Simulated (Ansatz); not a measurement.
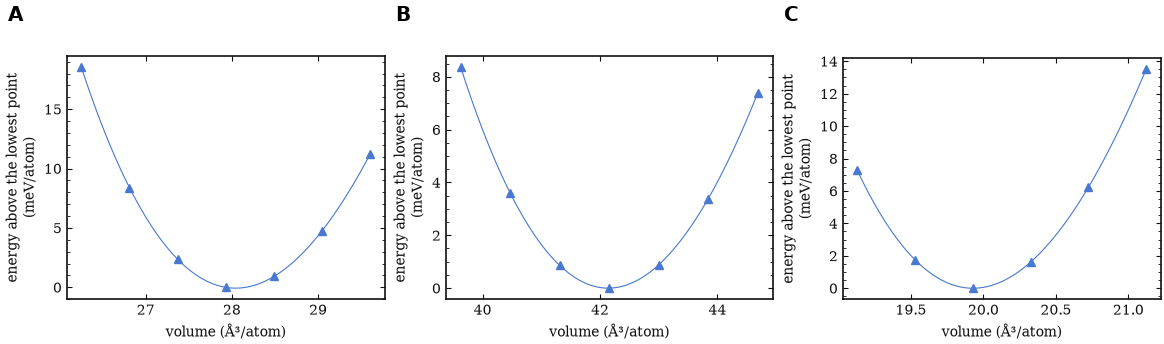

Each panel shows the energy above the lowest point against volume for one of these solids: Ca, Im-3m (No. 229); Ge, Pm-3m (No. 221); Sn, Fm-3m (No. 225).

How it was computed, with Ansatz 0.2.0 development build: equation of state of a cubic crystal from periodic Kohn-Sham density functional theory without spin, third-order Birch-Murnaghan fit to the free energies; pressure corrected for the finite basis. Level: PBE.

Which panel belongs to which solid?

A is Sn (energy above the lowest point from 0.0 meV/atom to 18.5 meV/atom, V0 28.04 Å³/atom, B0 46.1 GPa); B is Ca (energy above the lowest point from 0.000 meV/atom to 8.368 meV/atom, V0 42.14 Å³/atom, B0 16.6 GPa); C is Ge (energy above the lowest point from 0.0 meV/atom to 13.5 meV/atom, V0 19.93 Å³/atom, B0 67.5 GPa).

For Ca, limits of the calculation: cubic model structure, not the ambient form.

For Ge, limits of the calculation: cubic model structure, not the ambient form.

For Sn, limits of the calculation: cubic model structure, not the ambient form.
